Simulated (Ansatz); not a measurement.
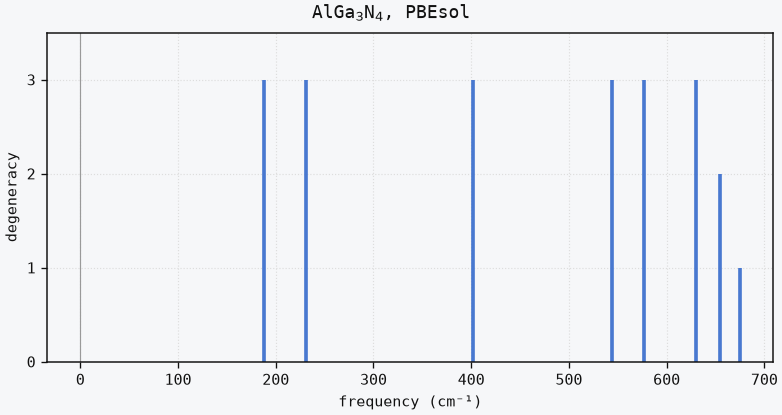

The picture above shows the zone-centre optical phonon frequencies (the three acoustic modes are left out) for AlGa₃N₄, space group P-43m (No. 215).

Cell as given: a = 4.497 Å, b = 4.497 Å, c = 4.497 Å, α = 90.00°, β = 90.00°, γ = 90.00°; 8 atoms.

Computed with Ansatz 0.2.0: harmonic phonon frequencies at the zone centre with atoms at rest in the given cell, without the long-range term of polar modes, the three translations left out, imaginary frequencies are negative; plane waves with PAW datasets, Γ-centred k mesh. Level: PBEsol, no spin polarisation.

```csv
setting,value
wave cutoff,420 eV
k mesh,6×6×6
occupations,fixed
volume relative to the relaxed cell,1.02
phonon method,linear response
```

This calculation gives: highest mode 675.3 cm⁻¹ and lowest optical mode 188.0 cm⁻¹.

Now the cell is compressed by 3.0 % in volume, to 11.03 Å³/atom. Predict the effect.

The highest mode rises from 675.3 to 700.1 cm⁻¹ (+3.7 %) and the lowest optical mode hardly changes (188.0 and 188.6 cm⁻¹). The shift of the highest mode amounts to a Grüneisen parameter of 1.20.

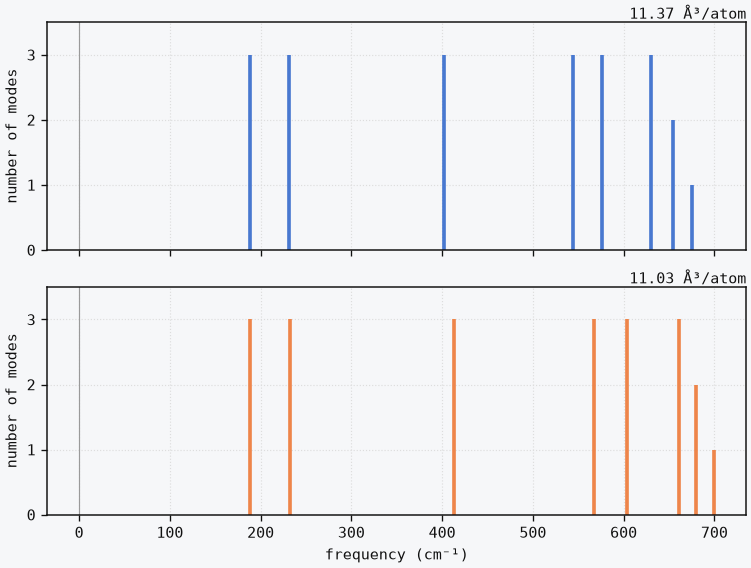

The two results together.

For both, limits of the calculation: field response not converged on the k mesh.
